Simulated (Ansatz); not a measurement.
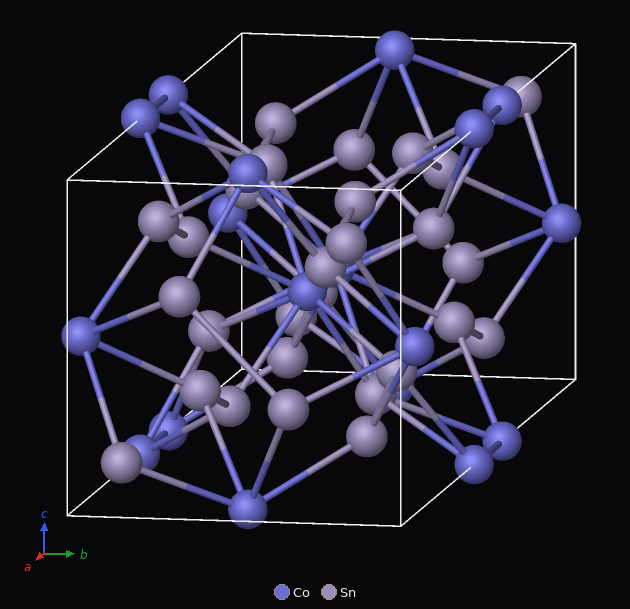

View slightly off an axis, drawn as a ball-and-stick model. Atoms at the boundary of the conventional unit cell (the box) are drawn once for each face, edge or corner they touch. Cell: a = 16.947 Å, b = 6.234 Å, c = 6.241 Å, α = 90.00°, β = 90.00°, γ = 90.00°.

Characterise what is shown.

- Chemical formula CoSn$_{3}$.
- Space group Cmce (No. 64), lattice base-centred orthorhombic.
- With Z = 8, the cell contains 8 Co, 24 Sn.
- Taking every contact within bonding distance, one finds Co 9 and Sn 3 to 5 (mean 3.7).

Origin of the cell: a structure listed in the Materials Project. Earlier steps of the study, as a rule a relaxation of our own, may have changed the cell and positions, so they can lie some per cent off the listed ones. Ansatz was used for an electronic-structure calculation on it.
